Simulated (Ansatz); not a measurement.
## WS$_{2}$: single-point calculation (part 2 of 2)

Continued. System: WS$_{2}$ (P3m1, 36 atoms in the cell). Method: DFT PBE, scalar-relativistic, plane waves, PAW, no spin polarisation (Ansatz 0.2.0); cutoff 420 eV, 2×2×2 k-mesh, Gaussian smearing of 0.05 eV. The structure derives from a Materials Project entry.

Output, continued:
```
  k-point 1: bands = ["-68.9187", "-68.9181", "-68.9181", "-68.9019", "-68.9019", "-68.9019", "-68.9013", "-68.9013", "-68.9013", "-68.9013", "-68.9013", "-68.9013", "-33.3855", "-33.3855", "-33.3855", "-33.3844", "-33.3844", "-33.3844", "-33.3841", "-33.3841", "-33.3841", "-33.1987", "-33.1984", "-33.1983", "-33.1364", "-33.1364", "-33.1364", "-33.1361", "-33.1361", "-33.1361", "-33.1361", "-33.1361", "-33.1361", "-33.1307", "-33.1307", "-33.1307", "-33.1296", "-33.1296", "-33.1296", "-33.1294",
      "-33.1294", "-33.1294", "-33.0518", "-33.0518", "-33.0507", "-33.0507", "-33.0505", "-33.0505", "-9.8349", "-9.7876", "-9.7465", "-8.2079", "-8.1157", "-8.0352", "-7.6953", "-7.6953", "-7.6953", "-7.6718", "-7.6718", "-7.6718", "-7.6546", "-7.6546", "-7.6546", "-7.4146", "-7.4146", "-7.4146", "-7.3919", "-7.3919", "-7.3919", "-7.3786", "-7.3786", "-7.3786", "-1.6111", "-1.5527", "-1.5527", "-1.5527", "-1.4907", "-1.4907", "-1.4907", "-1.4360",
      "-1.4360", "-1.4360", "-1.3667", "-1.1173", "-0.2064", "-0.2064", "-0.2064", "-0.1550", "-0.1550", "-0.1549", "-0.1019", "-0.1019", "-0.1019", "0.4277", "0.4277", "0.4277", "0.5890", "0.5890", "0.5891", "0.7237", "0.7237", "0.7238", "1.5446", "1.5446", "1.5446", "1.5629", "1.5629", "1.5629", "1.5762", "1.5762", "1.5762", "2.1013", "2.1013", "2.1064", "2.1064", "2.1084", "2.1084", "2.3557", "2.8445", "2.8445",
      "2.8445", "2.8902", "2.8902", "2.8902", "2.8909", "2.9250", "2.9250", "2.9250", "3.3384", "3.3384", "3.3505", "3.3505", "3.3579", "3.3579", "3.5174", "3.6642", "3.6642", "3.6642", "3.7057", "3.7057", "3.7057", "3.7396", "3.7396", "3.7396", "4.0423", "4.0423", "4.0423", "4.0887", "4.0887", "4.0887", "4.1199", "4.1199", "4.1199", "4.7655", "5.1526", "5.4557", "7.8491", "7.8491", "7.8491", "7.8600",
      "7.8600", "7.8600", "7.8684", "7.8684", "7.8684", "7.8909", "7.8909", "7.8970", "7.8970", "7.8996", "7.8996", "8.0391", "8.0391", "8.0781", "8.0781", "8.1088", "8.1088", "8.2589", "8.2589", "8.2589"]
  k-point 2: bands = ["-68.9103", "-68.9103", "-68.9097", "-68.9097", "-68.9097", "-68.9097", "-68.9019", "-68.9019", "-68.9013", "-68.9013", "-68.9013", "-68.9013", "-33.3241", "-33.3241", "-33.3230", "-33.3230", "-33.3228", "-33.3228", "-33.2210", "-33.2210", "-33.2199", "-33.2199", "-33.2197", "-33.2197", "-33.1941", "-33.1941", "-33.1930", "-33.1930", "-33.1928", "-33.1928", "-33.1676", "-33.1676", "-33.1673", "-33.1673", "-33.1673", "-33.1673", "-33.1364", "-33.1364", "-33.1361", "-33.1361",
      "-33.1361", "-33.1361", "-33.0914", "-33.0914", "-33.0903", "-33.0903", "-33.0901", "-33.0901", "-8.9089", "-8.9089", "-8.8642", "-8.8642", "-8.8253", "-8.8253", "-7.8558", "-7.8558", "-7.7870", "-7.7870", "-7.7303", "-7.7303", "-7.7298", "-7.7298", "-7.7025", "-7.7025", "-7.6803", "-7.6803", "-7.3972", "-7.3972", "-7.3659", "-7.3659", "-7.3445", "-7.3445", "-0.7586", "-0.7586", "-0.7203", "-0.7203", "-0.7085", "-0.7085", "-0.6960", "-0.6960",
      "-0.5172", "-0.5172", "-0.3277", "-0.3277", "-0.3014", "-0.3014", "-0.2708", "-0.2708", "-0.2473", "-0.2473", "0.4252", "0.4252", "0.4769", "0.4769", "0.5543", "0.5543", "0.7769", "0.7769", "0.8147", "0.8147", "0.8778", "0.8778", "0.9930", "0.9930", "1.1681", "1.1681", "1.2756", "1.2756", "1.3168", "1.3168", "1.4787", "1.4787", "1.5977", "1.5977", "1.6329", "1.6329", "1.7078", "1.7078", "1.7532", "1.7532",
      "2.2718", "2.2718", "2.2883", "2.2883", "2.3000", "2.3000", "2.9356", "2.9356", "2.9521", "2.9521", "2.9628", "2.9628", "3.0539", "3.0539", "3.1014", "3.1014", "3.1581", "3.1581", "3.1733", "3.1733", "3.3651", "3.3651", "3.5969", "3.5969", "4.1353", "4.1353", "4.1791", "4.1791", "4.2005", "4.2005", "4.3828", "4.3828", "4.4048", "4.4048", "4.4199", "4.4199", "7.1446", "7.1446", "7.2777", "7.2777",
      "7.3831", "7.3831", "7.4426", "7.4426", "7.5283", "7.5283", "7.5751", "7.5751", "7.6073", "7.6073", "7.6172", "7.6172", "7.6740", "7.6740", "8.0841", "8.0841", "8.1738", "8.1738", "8.2153", "8.2153"]
  k-point 5: bands = ["-68.9103", "-68.9103", "-68.9097", "-68.9097", "-68.9097", "-68.9097", "-68.9019", "-68.9019", "-68.9013", "-68.9013", "-68.9013", "-68.9013", "-33.3241", "-33.3241", "-33.3230", "-33.3230", "-33.3228", "-33.3228", "-33.2210", "-33.2210", "-33.2199", "-33.2199", "-33.2197", "-33.2197", "-33.1941", "-33.1941", "-33.1930", "-33.1930", "-33.1928", "-33.1928", "-33.1676", "-33.1676", "-33.1673", "-33.1673", "-33.1673", "-33.1673", "-33.1364", "-33.1364", "-33.1361", "-33.1361",
      "-33.1361", "-33.1361", "-33.0914", "-33.0914", "-33.0903", "-33.0903", "-33.0901", "-33.0901", "-8.9089", "-8.9089", "-8.8642", "-8.8642", "-8.8253", "-8.8253", "-7.8558", "-7.8558", "-7.7870", "-7.7870", "-7.7303", "-7.7303", "-7.7298", "-7.7298", "-7.7024", "-7.7024", "-7.6803", "-7.6803", "-7.3973", "-7.3973", "-7.3659", "-7.3659", "-7.3446", "-7.3446", "-0.7586", "-0.7586", "-0.7203", "-0.7203", "-0.7085", "-0.7085", "-0.6960", "-0.6960",
      "-0.5172", "-0.5172", "-0.3277", "-0.3277", "-0.3014", "-0.3014", "-0.2708", "-0.2708", "-0.2473", "-0.2473", "0.4252", "0.4252", "0.4769", "0.4769", "0.5543", "0.5543", "0.7769", "0.7769", "0.8147", "0.8147", "0.8778", "0.8778", "0.9931", "0.9931", "1.1681", "1.1681", "1.2756", "1.2756", "1.3168", "1.3168", "1.4787", "1.4787", "1.5977", "1.5977", "1.6329", "1.6329", "1.7078", "1.7078", "1.7532", "1.7532",
      "2.2718", "2.2718", "2.2883", "2.2883", "2.3000", "2.3000", "2.9356", "2.9356", "2.9521", "2.9521", "2.9628", "2.9628", "3.0539", "3.0539", "3.1014", "3.1014", "3.1581", "3.1581", "3.1733", "3.1733", "3.3651", "3.3651", "3.5969", "3.5969", "4.1353", "4.1353", "4.1791", "4.1791", "4.2005", "4.2005", "4.3828", "4.3828", "4.4048", "4.4048", "4.4199", "4.4199", "7.1447", "7.1447", "7.2777", "7.2777",
      "7.3830", "7.3830", "7.4426", "7.4426", "7.5283", "7.5283", "7.5750", "7.5750", "7.6073", "7.6073", "7.6172", "7.6172", "7.6741", "7.6741", "8.0841", "8.0841", "8.1738", "8.1738", "8.2153", "8.2153"]
```

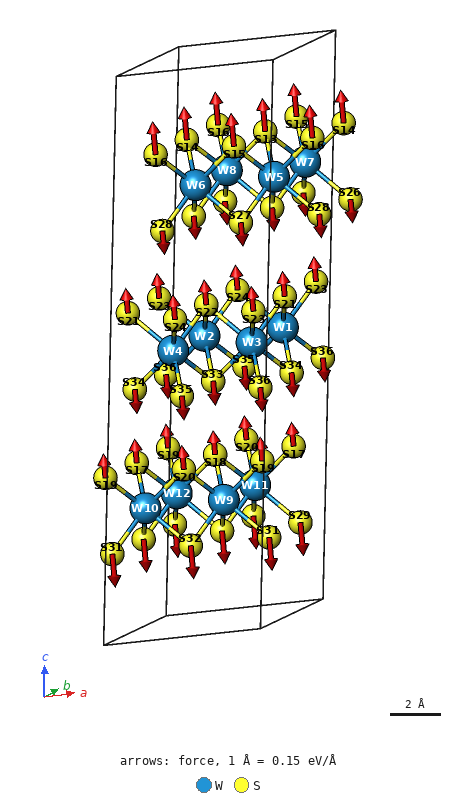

**Figure 1.** Forces on the atoms as red arrows (ball-and-stick view of the cell of the calculation, with the vacuum cut short, seen slightly off an axis; bonded neighbours outside the cell are drawn too; atoms are numbered from 1 in the order of the input); the smallest are left out. The largest act on S13, S14, S15, S16, S29, S30 and 2 more (0.21 eV/Å); S21, S22, S23, S24 (0.16 eV/Å); S17, S18, S19, S20, S25, S26 and 6 more (0.15 eV/Å). The geometry is not a stationary point of this energy.

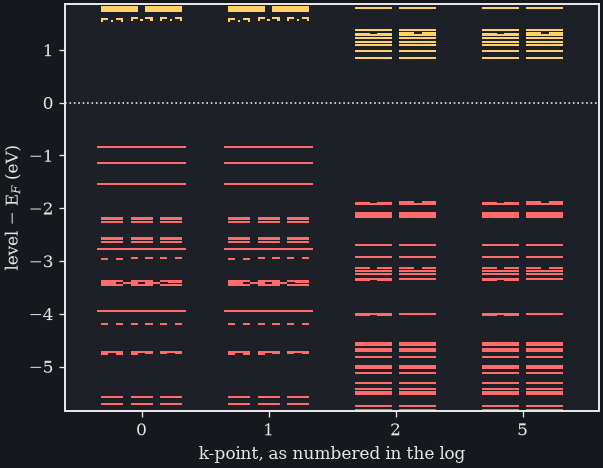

**Figure 2.** Kohn–Sham levels near the Fermi level (dotted) at the few k-points that the log prints; levels within 0.02 eV of each other stand side by side. Among these points the highest filled and lowest empty levels are 1.69 eV apart, which is the gap on the mesh.
